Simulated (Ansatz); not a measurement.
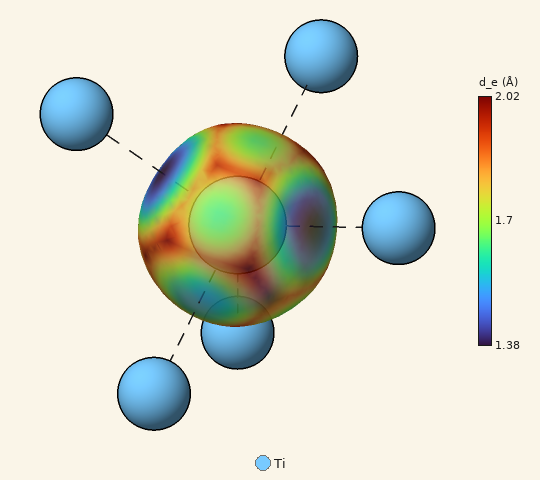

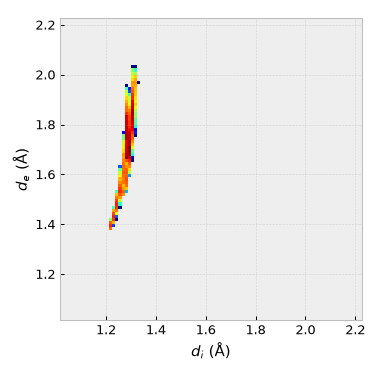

Hirshfeld surface computed for one Ti atom in Ti (P6/mmm), coloured by d_e. Dashed lines lead to the closest neighbours outside. The second picture is its fingerprint plot, coloured by area on a logarithmic scale (blue little, red much).

The surface is where the fragment's share of the procrystal density (the sum of the densities of spherically averaged neutral Hartree-Fock atoms) equals one half. d_i and d_e are the distances from the surface to the nearest nucleus inside and outside.

The cell is taken from the end point of a relaxation with Ansatz, DFT PBE+D3(BJ), scalar-relativistic, plane waves, PAW.

Space group P6/mmm (No. 191). a = 4.495 Å, b = 4.495 Å, c = 2.786 Å, α = 90.00°, β = 90.00°, γ = 120.00°
```csv
atom,site,symmetry,x,y,z
Ti,1a,6/mmm,0.0000,0.0000,0.0000
Ti,2d,-6m2,0.3333,0.6667,0.5000
```

What is the shortest distance from the fragment to an atom outside it?

Ti–Ti, 2.60 Å.

How is the surface shared among contacts (nearest atom inside ··· nearest atom outside)?

Ti···Ti 100 %. The surface faces 11 neighbours with more than 2 % of its area each: 11 Ti.

Give the size and shape of the surface.

It encloses about 8.9 Å³, has an area of about 21 Å² and a globularity of 1.00 (1 for a sphere).

Where does the fingerprint reach closest to the origin?

The smallest d_i + d_e is about 2.6 Å, which belongs to the shortest contact, Ti···Ti at 2.60 Å; d_e runs from 1.38 to 2.02 Å.
